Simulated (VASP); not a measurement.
WSe2: band-structure run (part 2 of 2)

WSe2 (P6₃/mmc, 6 atoms in the cell); Kohn-Sham DFT of a periodic cell, PBE, VASP PAW PBE potentials, recommended, no spin polarisation (VASP 6.6.1); cutoff 520 eV, 9×9×2 k-mesh, Gaussian smearing of 0.02 eV. The structure derives from an entry of the Crystallography Open Database.

Geometry of the input (Å; fractional positions):
```
3.2900  0.0000  0.0000
-1.6450  2.8492  0.0000
0.0000  0.0000  12.9700
W  0.3333  0.6667  0.2500
W  0.6667  0.3333  0.7500
Se 0.3333  0.6667  0.6210
Se 0.6667  0.3333  0.1210
Se 0.3333  0.6667  0.8790
Se 0.6667  0.3333  0.3790
```

### Parts of OUTCAR, continued
```
 val. band max:        6.2731374652   @ k =   0.0000   0.0000   0.0000
 cond. band min:       7.3387415859   @ k =   0.2222   0.1111   0.0000
 fundamental gap:      1.0656041207
 Fermi energy:         6.4268927769

 k-point     1 :       0.0000    0.0000    0.0000
  band No.  band energies     occupation
      1     -68.0611      2.00000
      2     -68.0611      2.00000
      3     -32.3072      2.00000
      4     -32.3071      2.00000
      5     -32.1821      2.00000
      6     -32.1821      2.00000
      7     -32.1821      2.00000
      8     -32.1821      2.00000
      9      -9.0163      2.00000
     10      -8.7667      2.00000
     11      -7.8332      2.00000
     12      -7.4143      2.00000
     13      -0.8688      2.00000
     14       0.2361      2.00000
     15       2.6475      2.00000
     16       3.5916      2.00000
     17       3.5916      2.00000
     18       3.6089      2.00000
     19       3.6089      2.00000
     20       4.7112      2.00000
     21       4.7112      2.00000
     22       4.7662      2.00000
     23       4.7662      2.00000
     24       5.1652      2.00000
     25       5.2055      2.00000
     26       6.2731      2.00000
     27       8.9074      0.00000
     28       8.9074      0.00000
     29       8.9577      0.00000
     30       8.9577      0.00000
     31       9.0041      0.00000
     32       9.0041      0.00000
     33       9.2135      0.00000
     34       9.2135      0.00000
     35      10.7597      0.00000

 k-point     2 :       0.1111   -0.0000    0.0000
  band No.  band energies     occupation
      1     -68.0599      2.00000
      2     -68.0599      2.00000
      3     -32.3019      2.00000
      4     -32.3019      2.00000
      5     -32.2097      2.00000
      6     -32.2097      2.00000
      7     -32.1886      2.00000
      8     -32.1886      2.00000
      9      -8.8304      2.00000
     10      -8.5824      2.00000
     11      -7.7308      2.00000
     12      -7.3305      2.00000
     13      -0.6310      2.00000
     14       0.4705      2.00000
     15       2.4721      2.00000
     16       3.0420      2.00000
     17       3.0800      2.00000
     18       3.7632      2.00000
     19       3.7932      2.00000
     20       3.9711      2.00000
     21       4.4037      2.00000
     22       4.4695      2.00000
     23       4.6384      2.00000
     24       5.1996      2.00000
     25       5.3960      2.00000
     26       5.9658      2.00000
     27       8.4131      0.00000
     28       8.5945      0.00000
     29       8.7255      0.00000
     30       8.7445      0.00000
     31       8.7521      0.00000
     32       9.0035      0.00000
     33       9.1763      0.00000
     34       9.3023      0.00000
     35      11.7158      0.00000

 k-point     3 :       0.2222    0.0000    0.0000
  band No.  band energies     occupation
      1     -68.0569      2.00000
      2     -68.0569      2.00000
      3     -32.2885      2.00000
      4     -32.2885      2.00000
      5     -32.2789      2.00000
      6     -32.2789      2.00000
      7     -32.2049      2.00000
      8     -32.2049      2.00000
      9      -8.3149      2.00000
     10      -8.0768      2.00000
     11      -7.4476      2.00000
     12      -7.1035      2.00000
     13      -0.0134      2.00000
     14       1.0221      2.00000
     15       1.8709      2.00000
     16       1.9984      2.00000
     17       2.0034      2.00000
     18       2.8307      2.00000
     19       3.7866      2.00000
     20       3.8692      2.00000
     21       4.1291      2.00000
     22       4.1987      2.00000
     23       4.2693      2.00000
     24       4.9160      2.00000
     25       5.0552      2.00000
     26       5.2002      2.00000
     27       7.6356      0.00000
     28       8.3299      0.00000
     29       8.4913      0.00000
     30       8.5356      0.00000
     31       8.5909      0.00000
     32       9.1534      0.00000
     33       9.6648      0.00000
     34       9.9433      0.00000
     35      12.6005      0.00000

 k-point     4 :       0.3333    0.0000    0.0000
  band No.  band energies     occupation
      1     -68.0534      2.00000
      2     -68.0534      2.00000
      3     -32.3565      2.00000
      4     -32.3565      2.00000
      5     -32.2733      2.00000
      6     -32.2733      2.00000
      7     -32.2234      2.00000
      8     -32.2234      2.00000
      9      -7.6123      2.00000
     10      -7.4087      2.00000
     11      -7.0674      2.00000
     12      -6.8172      2.00000
     13       0.2352      2.00000
     14       0.5979      2.00000
     15       1.0839      2.00000
     16       1.2957      2.00000
     17       1.6746      2.00000
     18       1.9010      2.00000
     19       3.2404      2.00000
     20       3.3343      2.00000
     21       3.6857      2.00000
     22       4.3264      2.00000
     23       4.5667      2.00000
     24       4.6522      2.00000
     25       4.8050      2.00000
     26       4.8225      2.00000
     27       7.8194      0.00000
     28       8.1862      0.00000
     29       8.3616      0.00000
     30       8.5953      0.00000
     31       8.8847      0.00000
     32       9.9371      0.00000
     33       9.9829      0.00000
     34      10.4261      0.00000
     35      11.6496      0.00000

 k-point     5 :       0.4444    0.0000    0.0000
  band No.  band energies     occupation
      1     -68.0512      2.00000
      2     -68.0511      2.00000
      3     -32.4066      2.00000
      4     -32.4066      2.00000
      5     -32.2634      2.00000
      6     -32.2634      2.00000
      7     -32.2354      2.00000
      8     -32.2354      2.00000
      9      -7.0295      2.00000
     10      -6.8970      2.00000
     11      -6.7578      2.00000
     12      -6.6231      2.00000
     13      -0.4833      2.00000
     14      -0.1957      2.00000
     15       0.7317      2.00000
     16       0.9273      2.00000
     17       1.3251      2.00000
     18       2.0594      2.00000
     19       2.9373      2.00000
     20       3.0365      2.00000
     21       3.6215      2.00000
     22       3.9394      2.00000
     23       4.7171      2.00000
     24       4.8806      2.00000
     25       4.9648      2.00000
     26       5.1161      2.00000
     27       8.3484      0.00000
     28       8.4082      0.00000
     29       8.4404      0.00000
     30       8.8296      0.00000
     31       9.1990      0.00000
     32      10.0982      0.00000
     33      10.2819      0.00000
     34      10.3994      0.00000
     35      10.6427      0.00000

 [... the levels of 18 k-points are left out ...]

 k-point    24 :       0.3333    0.3333    0.5000
  band No.  band energies     occupation
      1     -68.0496      2.00000
      2     -68.0496      2.00000
      3     -32.3557      2.00000
      4     -32.3557      2.00000
      5     -32.3316      2.00000
      6     -32.3316      2.00000
      7     -32.2564      2.00000
      8     -32.2564      2.00000
      9      -6.5808      2.00000
     10      -6.5808      2.00000
     11      -6.4768      2.00000
     12      -6.4768      2.00000
     13       0.5045      2.00000
     14       0.5045      2.00000
     15       0.6131      2.00000
     16       0.6131      2.00000
     17       1.5466      2.00000
     18       1.5466      2.00000
     19       1.9264      2.00000
     20       1.9264      2.00000
     21       2.8360      2.00000
     22       2.8360      2.00000
     23       3.5415      2.00000
     24       3.5415      2.00000
     25       5.9270      2.00000
     26       5.9270      2.00000
     27       7.5907      0.00000
     28       7.5907      0.00000
     29       8.6985      0.00000
     30       8.6985      0.00000
     31       9.4659      0.00000
     32       9.4659      0.00000
     33      10.6418      0.00000
     34      10.6418      0.00000
     35      12.4291      0.00000

------------------------ aborting loop because EDIFF is reached ----------------------------------------

  FORCE on cell =-STRESS in cart. coord.  units (eV):
  Direction    XX          YY          ZZ          XY          YZ          ZX
  --------------------------------------------------------------------------------------
  -------------------------------------------------------------------------------------
  Total        2.7774363      2.7774363      3.6291047      0.0000000     -0.0000000      0.0000000
  in kB       36.6009433     36.6009433     47.8241955      0.0000000     -0.0000000      0.0000000
  external PRESSURE =      40.3420274 kB  Pullay stress =       0.0000000 kB

 VOLUME and BASIS-vectors are now :
 -----------------------------------------------------------------------------
  energy-cutoff  :      520.00
  volume of cell :      121.58
      direct lattice vectors                 reciprocal lattice vectors
     3.290000000  0.000000000  0.000000000     0.303951368  0.175486404  0.000000000
    -1.645000000  2.849223580  0.000000000     0.000000000  0.350972808  0.000000000
     0.000000000  0.000000000 12.970000000     0.000000000  0.000000000  0.077101002

 POSITION                                       TOTAL-FORCE (eV/Angst)
 -----------------------------------------------------------------------------------
     -0.00000      1.89948      3.24250        -0.000000     -0.000000      0.000000
      1.64500      0.94974      9.72750         0.000000     -0.000000      0.000000
     -0.00000      1.89948      8.05437         0.000000     -0.000000     -0.217708
      1.64500      0.94974      1.56937         0.000000      0.000000     -0.217708
     -0.00000      1.89948     11.40063         0.000000      0.000000      0.217708
      1.64500      0.94974      4.91563        -0.000000      0.000000      0.217708
 -----------------------------------------------------------------------------------
    total drift:                               -0.000009      0.000005     -0.000000

  FREE ENERGIE OF THE ION-ELECTRON SYSTEM (eV)
  ---------------------------------------------------
  free  energy   TOTEN  =       -43.1283134459 eV

  energy  without entropy=      -43.1283134459  energy(sigma->0) =      -43.12831345
```

### CONTCAR
```
WSe2
   1.00000000000000
     3.2900000000000000    0.0000000000000000    0.0000000000000000
    -1.6450000000000000    2.8492235799999999    0.0000000000000000
     0.0000000000000000    0.0000000000000000   12.9700000000000006
  W               Se
     2     4
Direct
     0.3333333300000021    0.6666666699999979    0.2500000000000000
     0.6666666699999979    0.3333333300000021    0.7500000000000000
     0.3333333300000021    0.6666666699999979    0.6210000000000022
     0.6666666699999979    0.3333333300000021    0.1210000000000022
     0.3333333300000021    0.6666666699999979    0.8789999999999978
     0.6666666699999979    0.3333333300000021    0.3789999999999978

  0.00000000E+00  0.00000000E+00  0.00000000E+00
  0.00000000E+00  0.00000000E+00  0.00000000E+00
  0.00000000E+00  0.00000000E+00  0.00000000E+00
  0.00000000E+00  0.00000000E+00  0.00000000E+00
  0.00000000E+00  0.00000000E+00  0.00000000E+00
  0.00000000E+00  0.00000000E+00  0.00000000E+00
```

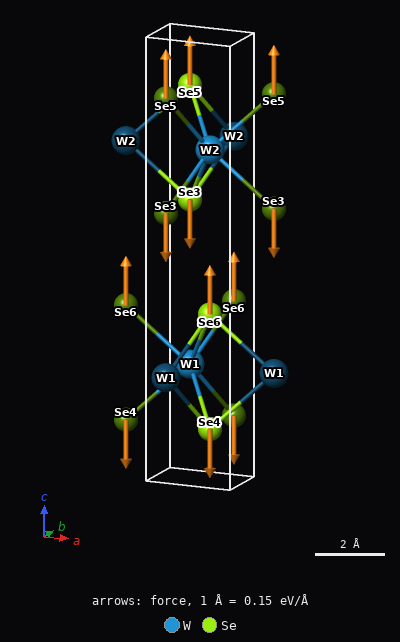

Figure 1. Forces on the atoms as orange arrows (ball-and-stick view of the cell of the calculation, seen slightly off an axis; neighbours outside the cell are drawn fainter; atoms are numbered from 1 in the order of the input). The largest act on all 4 Se atoms (0.22 eV/Å). The geometry is not a stationary point of this energy.
